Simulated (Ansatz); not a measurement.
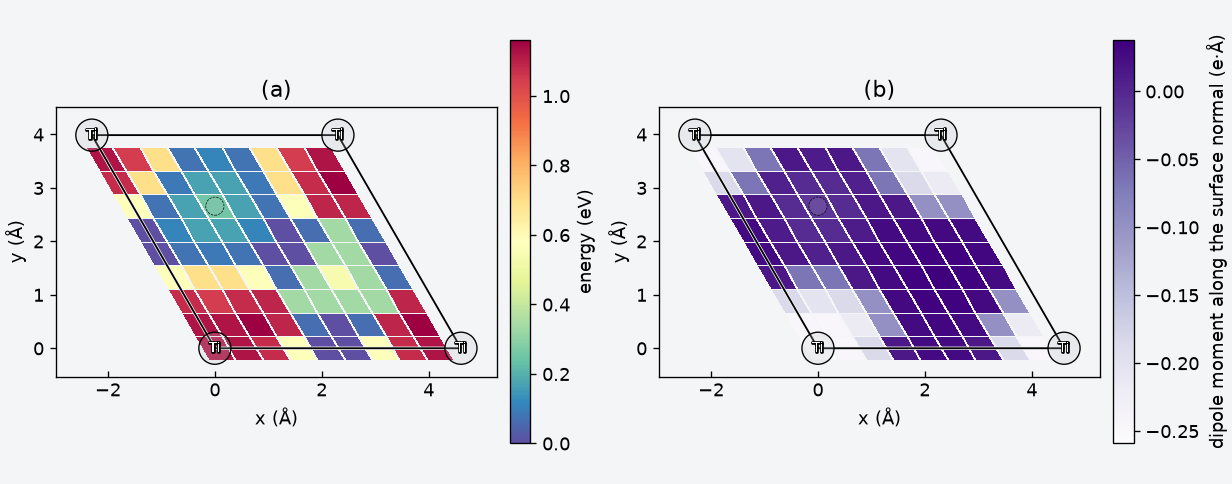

H on a Ti(111) slab cut from the Im-3m phase, its upper half relaxed before the scan (6 atoms of substrate and one adsorbate in a 1 × 1 cell). 
- H is moved over the surface cell; relaxed at each place: the height of the adsorbate's atoms; substrate rigid; the origin of the map has the adsorbate above Ti6.
- Places are given modulo a cell vector. The map is drawn in real space over the plane of the surface.
- The grid has 9 × 9 points; 19 points were computed and 62 follow by symmetry.
- Energies are in eV, from the lowest grid point.
- At some places the adsorbate sinks to or below the level of the top layer. With one adsorbate in each 1 × 1 cell, its nearest image is 4.6 Å away, so neighbouring adsorbates interact.
- Theory: DFT PBE, scalar-relativistic, plane waves, PAW (Ansatz 0.2.0). Settings: cutoff 420 eV, k-mesh 6×6×1, gaussian smearing 0.1 eV, no spin polarisation.

Panel (a) is the energy; panel (b) is the computed dipole moment along the surface normal, in e·Å.

Drawn: one coloured cell a grid point, labelled circles for the atoms of the top layer and small ones for the second layer, the outline of one cell of the plane.

Q: How does the dipole moment along the surface normal vary over the map, and what is it at the lowest grid point?

A: It runs from −0.26 e·Å at the top site over a surface Ti atom, (0/9, 0/9) of the cell vectors to 0.04 e·Å at a threefold hollow over a third-layer Ti atom, (6/9, 3/9) of the cell vectors. At the lowest grid point, a place at or below the level of the top layer, (5/9, 1/9) of the cell vectors, it is 0.03 e·Å.

| second ↓, first → | 0/9 | 1/9 | 2/9 | 3/9 | 4/9 | 5/9 | 6/9 | 7/9 | 8/9 |
| --- | --- | --- | --- | --- | --- | --- | --- | --- | --- |
| 8/9 | −0.25 | −0.20 | −0.07 | 0.01 | 0.01 | 0.01 | −0.07 | −0.20 | −0.25 |
| 7/9 | −0.19 | −0.07 | 0.01 | 0.00 | 0.00 | 0.01 | −0.07 | −0.19 | −0.22 |
| 6/9 | 0.01 | 0.01 | 0.00 | −0.01 | 0.00 | 0.01 | 0.01 | −0.10 | −0.10 |
| 5/9 | 0.03 | 0.01 | 0.00 | 0.00 | 0.01 | 0.03 | 0.03 | 0.03 | 0.03 |
| 4/9 | 0.03 | 0.01 | 0.01 | 0.01 | 0.03 | 0.03 | 0.03 | 0.03 | 0.03 |
| 3/9 | 0.01 | −0.07 | −0.07 | 0.01 | 0.03 | 0.03 | 0.04 | 0.03 | 0.03 |
| 2/9 | −0.19 | −0.20 | −0.19 | −0.10 | 0.03 | 0.03 | 0.03 | 0.03 | −0.10 |
| 1/9 | −0.25 | −0.25 | −0.22 | −0.10 | 0.03 | 0.03 | 0.03 | −0.10 | −0.22 |
| 0/9 | −0.26 | −0.25 | −0.19 | 0.01 | 0.03 | 0.03 | 0.01 | −0.19 | −0.25 |

PAW datasets: the set soft_1.
